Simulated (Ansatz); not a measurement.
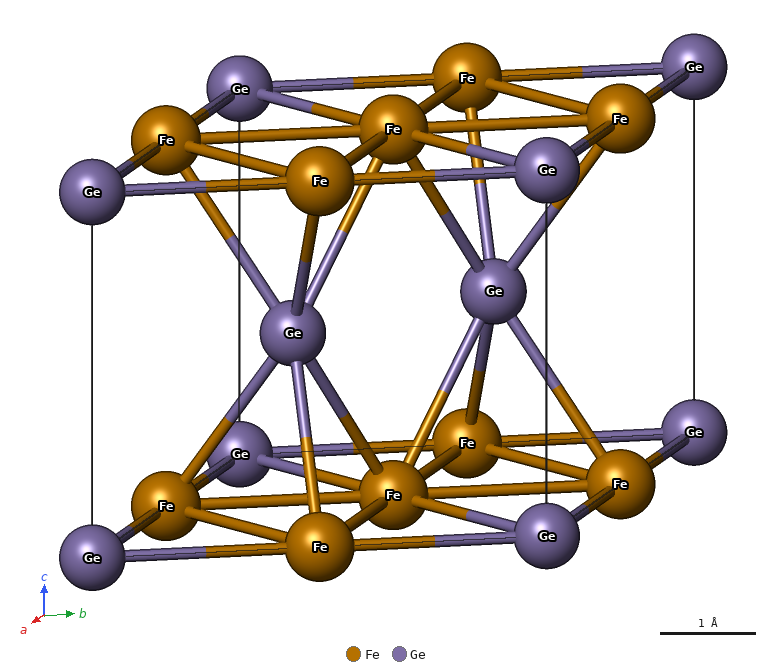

Structure drawing (ball-and-stick), viewed slightly off an axis. The wireframe shows the conventional unit cell. Cell: a = 4.90 Å, b = 4.90 Å, c = 3.98 Å, α = 90.00°, β = 90.00°, γ = 120.00°.

Starting structure: a structure listed in the Materials Project. Earlier steps of the study, as a rule a relaxation of our own, may have changed the cell and positions, so they can lie some per cent off the listed ones. A calculation with Ansatz used it as input.

Explain the picture.

Answer. Its composition is FeGe. It belongs to space group P6/mmm (No. 191) and has a primitive hexagonal lattice. In the cell are 3 Fe, 3 Ge, which makes 3 formula units. Every Fe atom has six Ge and four Fe (about 2.4 Å to Ge, 2.4 Å to Fe) as neighbours. Each Ge has six Fe at about 2.4 Å. The bonds build a three-dimensional framework.

Results below were computed with Ansatz, DFT PBEsol, scalar-relativistic, plane waves, PAW; the settings were a kinetic-energy cutoff of 420 eV, Brillouin-zone sampling on a 12×12×10 mesh, Gaussian smearing of 0.1 eV, collinear spins.

Which atoms carry magnetic moments in this run, and how do they order?

Answer. The state reached is ferromagnetic. Sizes: Fe 1.3 μB; net moment 3.8 μB in the run's cell of 6 atoms.

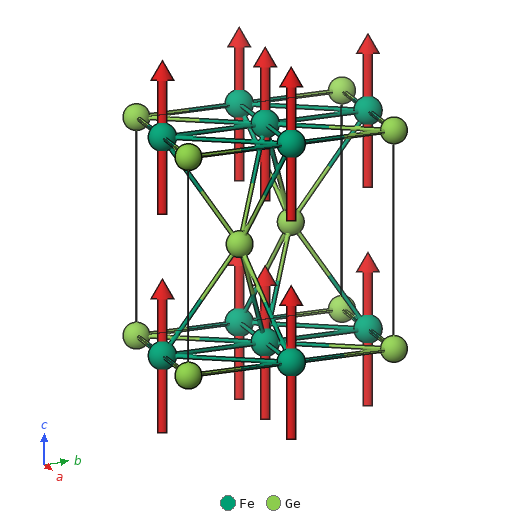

Site moments above 0.25 μB as arrows, small induced ones on non-metal atoms left out (red along the largest or up, blue against, purple across). The run's cell of 6 atoms is drawn.

Does it come out as a metal, or with a gap?

Answer. A metal: bands cross the Fermi level.

How are the electrons shared out in a Bader analysis?

Answer. Fe -0.03 e; Ge +0.03 e.

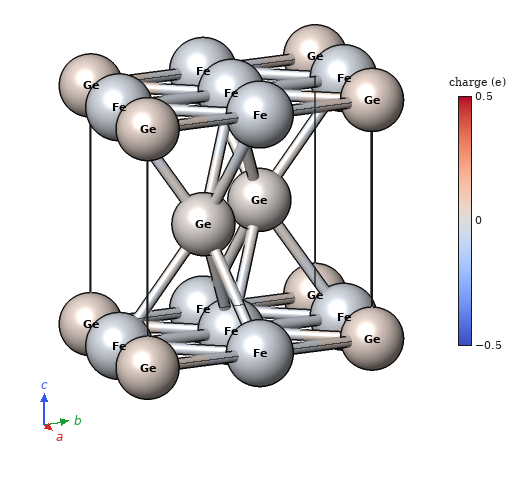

The atoms coloured by those charges. The run's cell of 6 atoms is drawn.

Does this geometry sit at a stationary point of the energy?

Answer. Yes. All forces vanish to within 0.01 eV/Å. The pressure is 0.0 GPa, close to zero.
